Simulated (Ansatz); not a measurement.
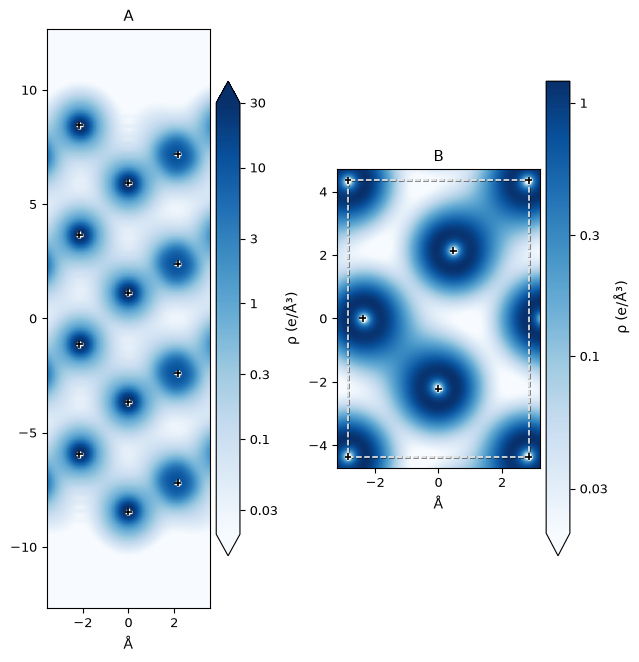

The valence electron density of 2 systems, each on a plane through atoms (crosses mark nuclei in the plane).

Computed with DFT LDA, scalar-relativistic, plane waves, PAW in Ansatz.

System 1: SiS₂, the (001) plane of the conventional cell. Space group Ibam.

```xyz
12
Lattice="5.7041 0.0000 0.0000 0.0000 8.7050 0.0000 0.0000 0.0000 5.5041" Properties=species:S:1:pos:R:3 pbc="T T T"
Si    0.0000    0.0000    4.1281
Si    2.8520    4.3525    1.3760
Si    0.0000    0.0000    1.3760
Si    2.8520    4.3525    4.1281
S     1.1906    1.1047    0.0000
S     4.0426    5.4572    2.7521
S     1.6615    3.2478    2.7521
S     4.5135    7.6004    0.0000
S     1.6615    5.4572    0.0000
S     4.5135    1.1047    2.7521
S     4.0426    3.2478    0.0000
S     1.1906    7.6004    2.7521
```

System 2: PtSe₂ (slab), the (110) plane of the calculation cell, a cut from vacuum to vacuum. 

```xyz
12
Lattice="3.7245 0.0000 0.0000 -1.8622 3.2255 0.0000 0.0000 0.0000 60.0613" Properties=species:S:1:pos:R:3 pbc="T T T"
Se    1.8623    1.0752   21.5668
Pt    0.0000    0.0000   22.8431
Se    0.0000    2.1503   24.0960
Se    1.8623    1.0752   26.3651
Pt    0.0000    0.0000   27.6330
Se    0.0000    2.1503   28.9021
Se    1.8623    1.0752   31.1592
Pt    0.0000    0.0000   32.4283
Se    0.0000    2.1503   33.6962
Se    1.8623    1.0752   35.9653
Pt    0.0000    0.0000   37.2182
Se    0.0000    2.1503   38.4945
```

Match each panel to its system.

Answer. Panel A is system 2, PtSe₂: the plane holds Se and Pt. Pt–Se (2.50 Å): ρ is about 0.59 e/Å³ halfway. Panel B is system 1, SiS₂: the plane holds S.
